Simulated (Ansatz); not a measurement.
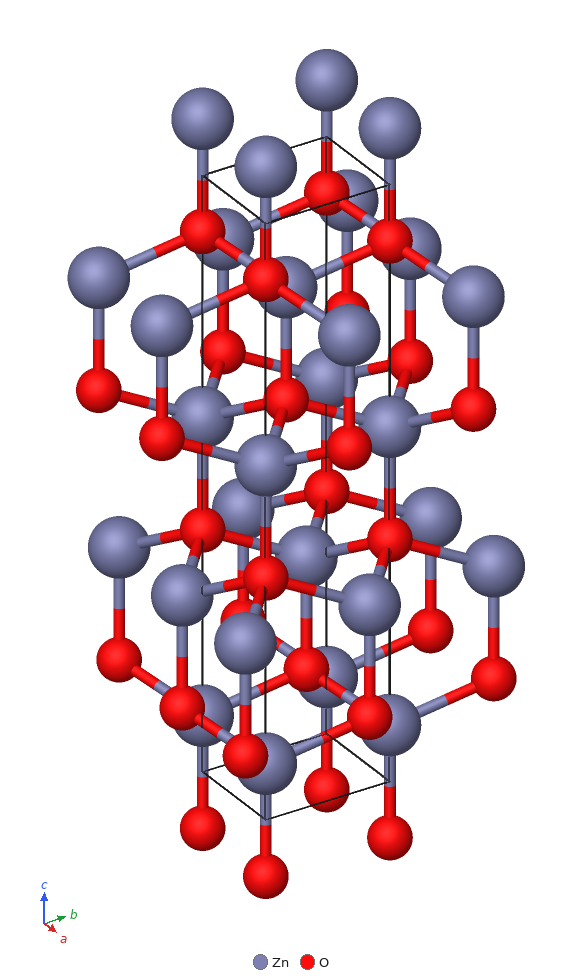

Drawn in the ball-and-stick manner and seen slightly off an axis. The simulation cell is drawn as a box. Bonded atoms from the next cells complete the picture.

```xyz
8
Lattice="3.2718 0.0000 0.0000 -1.6359 2.8335 0.0000 0.0000 0.0000 10.6300" Properties=species:S:1:pos:R:3 pbc="T T T"
Zn    1.6359    0.9445    8.9728
Zn    0.0000    1.8890    3.6578
Zn    0.0000    0.0000    6.3175
Zn   -1.6359    2.8335    1.0025
O     1.6359    0.9445    6.9724
O     0.0000    1.8890    1.6574
O     0.0000    0.0000    4.3123
O    -1.6359    2.8335    9.6273
```

Theory: Ansatz 0.2.0, DFT PBE, scalar-relativistic, plane waves, PAW. Numerical settings: plane-wave cutoff 420 eV, Brillouin-zone sampling on a 12×12×4 mesh, Gaussian smearing of 0.02 eV, no spin polarisation.

Give the Bader charge of each element.

Answer. Zn +1.21 e; O -1.21 e. The transfer is large, as in an ionic solid.

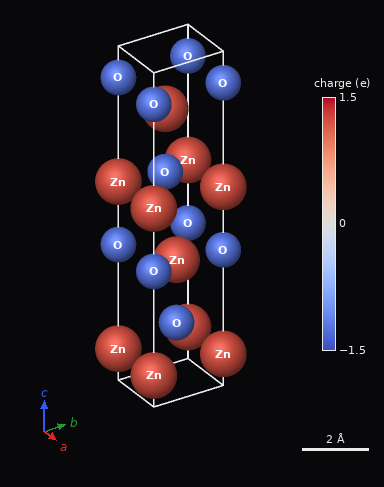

The atoms coloured by those charges.

Provenance: a structure type filled with these elements by a generator (whether the compound takes this form wasn't checked). Earlier steps of the study may have refined or changed the cell and positions. It was run through Ansatz as a DFT input.
